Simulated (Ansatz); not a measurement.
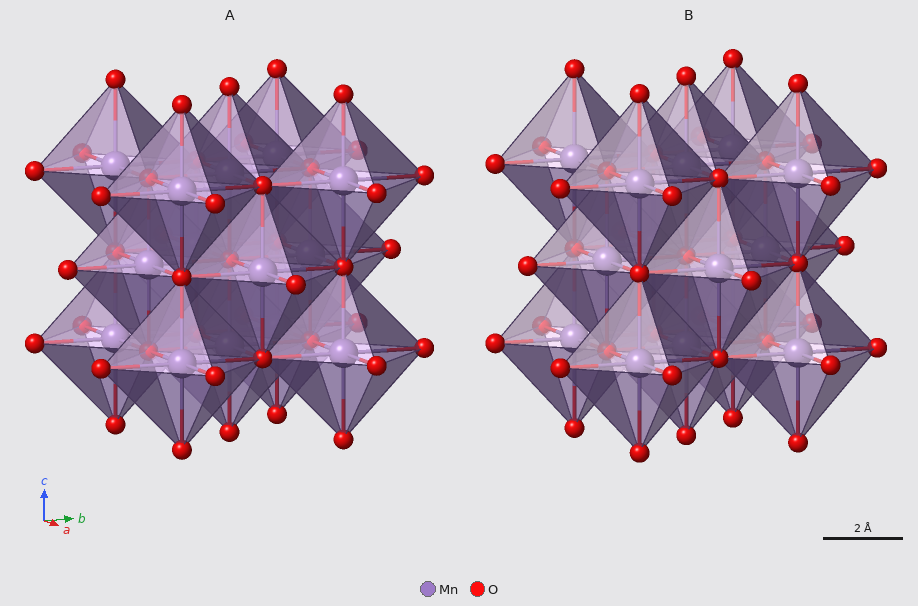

Two geometries of solid MnO (a generated structure, set up in Fm-3m): one is the relaxed structure, the other was perturbed away from it. Style: polyhedral. Shown: the conventional cell (4 times the calculation's cell), slightly off an axis. Lengths and directions refer to the drawn axes.

Method: DFT, PBE, PAW with Ansatz's default frozen-core files, scalar-relativistic in Ansatz 0.2.0. (plane-wave cutoff 420 eV; k-point mesh 13 × 13 × 13; occupations fermi dirac; smearing width 0.05 eV; collinear spin)

### Which is the distorted one, and what does the distortion cost?

Structure B is the perturbed one. The cell is strained by +4.0 % along c and −1.9 % across it (volume 0.0 %), the atoms keeping their fractional coordinates. No relaxation follows. Energy change: −2.4 meV per atom. Pressure: 0.0 GPa before, 0.5 GPa after. The principal stresses (compression positive) are 0.8 GPa along c and 0.3 GPa across it. All forces vanish by symmetry. The absolute magnetisation per cell goes from 4.74 to 4.73 μB (net moment 4.74 and 4.73 μB). Near-neighbour distances before and after: Mn–O 2.220 → 2.177 to 2.308 Å. The space group (tolerance 0.01 Å) goes from Fm-3m (No. 225) to I4/mmm (No. 139).
